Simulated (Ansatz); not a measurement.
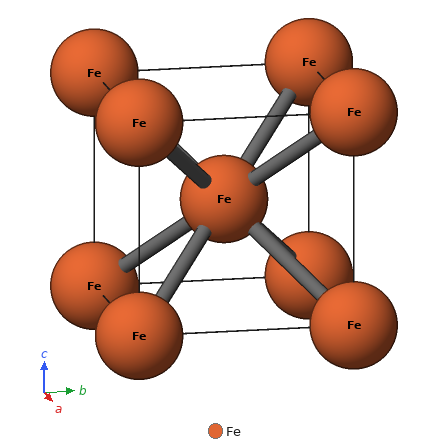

System: Fe, space group Im-3m (No. 229). The picture shows the conventional cell.

Starting cell:
```
CELL_PARAMETERS angstrom
-1.39290 1.39290 1.39290
1.39290 -1.39290 1.39290
1.39290 1.39290 -1.39290
ATOMIC_POSITIONS crystal
Fe 0.00000 0.00000 0.00000
```

How it was computed, with Ansatz 0.2.0: third-order Birch-Murnaghan fit to density functional energies at scaled volumes of the given relaxed cell, shape and atoms relaxed at each volume; energies count from the fitted minimum; plane waves with PAW datasets, Γ-centred k mesh. Level: PBEsol, collinear spin. The state reached is ferromagnetic.

- wave cutoff: 420 eV
- k mesh: 20×20×20
- occupations: Gaussian
- smearing width: 0.1 eV

What does the calculation give for the energy above the minimum, pressure and largest moment against volume? The volume takes the values 9.513, 9.837, 10.161, 10.486, 10.810, 11.134, 11.459, 11.891 Å³/atom.

A third-order Birch–Murnaghan fit gives V0 = 10.82 Å³/atom, B0 = 225 GPa and B′ = 5.3. The energy above the minimum is 144.3 meV/atom at volume 9.513 Å³/atom and 61.3 meV/atom at 11.891 Å³/atom; the lowest computed point is at volume 10.810 Å³/atom (−0.4 meV/atom). The pressure falls from 39.88 GPa at volume 9.513 Å³/atom to −16.66 GPa at 11.891 Å³/atom, and changes sign near 10.81 Å³/atom. The largest moment rises from 1.91 μB at volume 9.513 Å³/atom to 2.29 μB at 11.891 Å³/atom. The solid is metallic at every point.

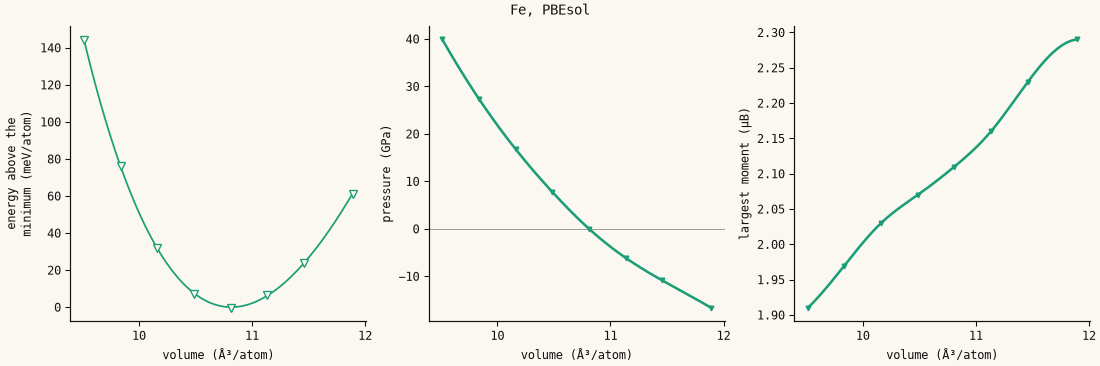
